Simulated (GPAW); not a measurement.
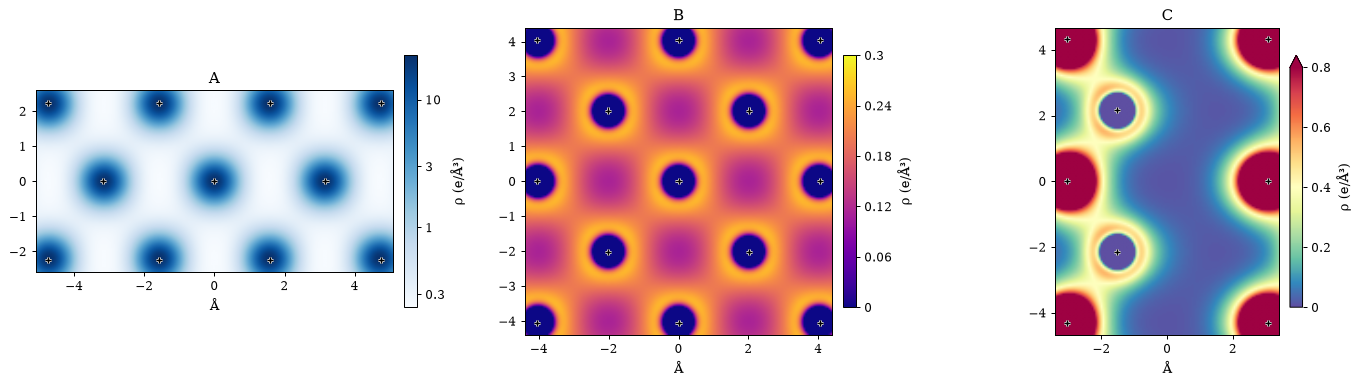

The valence charge density (pseudo) of 3 systems, each on a plane through atoms (crosses mark nuclei in the plane).

These are results of GPAW 26.7.0, Kohn-Sham DFT of a periodic cell, PBE, GPAW PAW data sets (gpaw-data 1.2.1), not measurements.

System 1: GaSb, the (110) plane of the conventional cell. Space group F-43m; computed pressure about 2 GPa in this cell.

```
CELL_PARAMETERS angstrom
6.11800 0.00000 0.00000
0.00000 0.00000 -6.11800
0.00000 6.11800 0.00000
ATOMIC_POSITIONS crystal
Sb 0.75000 0.75000 0.25000
Sb 0.25000 0.75000 0.75000
Sb 0.25000 0.25000 0.25000
Sb 0.75000 0.25000 0.75000
Ga 0.50000 0.50000 0.00000
Ga 0.00000 0.50000 0.50000
Ga 0.00000 0.00000 0.00000
Ga 0.50000 0.00000 0.50000
```

System 2: Mo, the (11̄0) plane of the conventional cell. Space group Im-3m; a structure from a database of computed crystals, not necessarily the ambient phase; computed pressure about −2 GPa in this cell.

```
CELL_PARAMETERS angstrom
3.16762 0.00000 0.00000
0.00000 3.16762 0.00000
0.00000 0.00000 3.16762
ATOMIC_POSITIONS crystal
Mo 0.00000 0.00000 0.00000
Mo 0.50000 0.50000 0.50000
```

System 3: Al, the (010) plane of the conventional cell. Space group Fm-3m.

```cif
data_structure
_symmetry_space_group_name_H-M 'P 1'
_symmetry_Int_Tables_number 1
_cell_length_a 4.0496
_cell_length_b 4.0496
_cell_length_c 4.0496
_cell_angle_alpha 90.000
_cell_angle_beta 90.000
_cell_angle_gamma 90.000
_cell_volume 66.41
loop_
_atom_site_label
_atom_site_type_symbol
_atom_site_fract_x
_atom_site_fract_y
_atom_site_fract_z
_atom_site_occupancy
Al1 Al 0.00000 0.00000 0.00000 1
Al2 Al 0.50000 0.50000 0.00000 1
Al3 Al 0.50000 0.00000 0.50000 1
Al4 Al 0.00000 0.50000 0.50000 1
```

Question: Match each panel to its system.

Answer: Panel A is system 2, Mo: the plane holds Mo. Mo–Mo (2.74 Å): ρ at the midpoint is about 0.37 e/Å³. Panel B is system 3, Al: the plane holds Al. Al–Al (2.86 Å): the density is about 0.2 e/Å³ at the midpoint. Panel C is system 1, GaSb: the plane holds Sb and Ga. Ga–Sb (2.65 Å): the density is about 0.42 e/Å³ at the midpoint.
